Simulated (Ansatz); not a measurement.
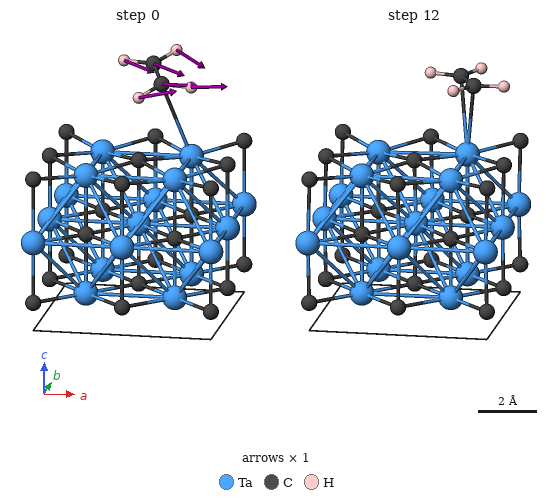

The structure of a slab of composition Ta6H2C7 (cut from the Fm-3m phase) before (left) and after (right) a constrained relaxation, at one scale. The purple arrows give the displacements, at their true length.

The picture is a ball-and-stick view of the cell of the calculation, outlined in the plane, without the vacuum (origin shifted), seen slightly off an axis.

Case: 1 C2H4 a cell, tilted, over a top C site. The slab is the (1 0 0) face of TaC with C2H4 on it. 8 atoms are held fixed.

Method: DFT PBE+D3(BJ), scalar-relativistic, plane waves, PAW in Ansatz 0.2.0.

Input file:
```yaml
crystal:
  lattice:
    - [6.2855222178, 0.0, 0.0]
    - [0.0, 6.2855222178, 0.0]
    - [0.0, 0.0, 23.4543353835]
  atoms:
    - { symbol: Ta, position: [0.25, 0.25, 0.3410883263] }
    - { symbol: Ta, position: [0.25, 0.75, 0.3410883263] }
    - { symbol: Ta, position: [0.75, 0.25, 0.3410883263] }
    - { symbol: Ta, position: [0.75, 0.75, 0.3410883263] }
    - { symbol: C, position: [0.5, 0.5, 0.3410883263] }
    - { symbol: C, position: [0.5, 0.0, 0.3410883263] }
    - { symbol: C, position: [0.0, 0.5, 0.3410883263] }
    - { symbol: C, position: [0.0, 0.0, 0.3410883263] }
    - { symbol: Ta, position: [0.5, 0.5, 0.4333693642] }
    - { symbol: Ta, position: [0.5, 0.0, 0.4333693642] }
    - { symbol: Ta, position: [0.0, 0.5, 0.4333693642] }
    - { symbol: Ta, position: [0.0, 0.0, 0.4333693642] }
    - { symbol: C, position: [0.75, 0.75, 0.4319919998] }
    - { symbol: C, position: [0.75, 0.25, 0.4319919998] }
    - { symbol: C, position: [0.25, 0.75, 0.4319919998] }
    - { symbol: C, position: [0.25, 0.25, 0.4319919998] }
    - { symbol: Ta, position: [0.75, 0.75, 0.5222385817] }
    - { symbol: Ta, position: [0.75, 0.25, 0.5222385817] }
    - { symbol: Ta, position: [0.25, 0.75, 0.5222385817] }
    - { symbol: Ta, position: [0.25, 0.25, 0.5222385817] }
    - { symbol: C, position: [0.0, 0.0, 0.5310266101] }
    - { symbol: C, position: [0.0, 0.5, 0.5310266101] }
    - { symbol: C, position: [0.5, 0.0, 0.5310266101] }
    - { symbol: C, position: [0.5, 0.5, 0.5310266101] }
    - { symbol: C, position: [0.0251764947, 0.3135154269, 0.6569777381] }
    - { symbol: C, position: [0.1051867399, 0.1279826324, 0.6399915395] }
    - { symbol: H, position: [0.1303632346, 0.4414980593, 0.6700115758] }
    - { symbol: H, position: [-0.1456949566, 0.3379179958, 0.657894413] }
    - { symbol: H, position: [0.0, 0.0, 0.6269577018] }
    - { symbol: H, position: [0.2760581911, 0.1035800635, 0.6390748646] }
basis:
  ecutwfc: 420
kpoints:
  mp_grid: { grid: [3, 3, 1] }
hamiltonian:
  xc: pbe
  dispersion: d3bj
scf:
  occupations: { method: gaussian, width: 0.1 }
output:
  forces: true
  eigenvalues: true
relax:
  adjacent_minimum: "off"
  f_tol: 0.04
  max_steps: 100
  constraints: [{ sites: [0, 1, 2, 3, 4, 5, 6, 7] }]
efield:
  axis: 3
  dipole_correction: true
  ramp_width: 0.04
```

Run as
```bash
ansatz run input.yaml --threads 4 --pin off --max-ram 12288MiB --backend cpu --events-out ev --progress --plain --runs-dir out
```

> Describe what moved and what it gained.

After 11 accepted moves (12 points after the start) the energy has fallen by 0.578 eV per cell of the calculation. The largest force component goes from 0.54 to 0.03 eV/Å. 1 step only repeated the SCF at the same geometry. The largest move is that of H29, 1.39 Å at 77° to the normal (+c side). Largest moves by element: H 1.39 Å, C 1.25 Å, Ta 0.07 Å. The cell doesn't change. Some distances before and after: Ta20–C25 3.485 → 2.731 Å, Ta20–C26 3.007 → 2.730 Å, Ta10–Ta12 3.143 → 3.233 Å, Ta10–Ta12 (another image) 3.143 → 3.052 Å. Among the angles between lasting bonds that change: Ta20–C26–H30 73.6° → 99.9°, Ta20–C26–C25 99.5° → 75.7°, Ta9–C15–Ta11 90.0° → 86.8°.

Limits of the set-up: the periodic images lie only 6.3 Å apart, so the values are limited by the cell's size.
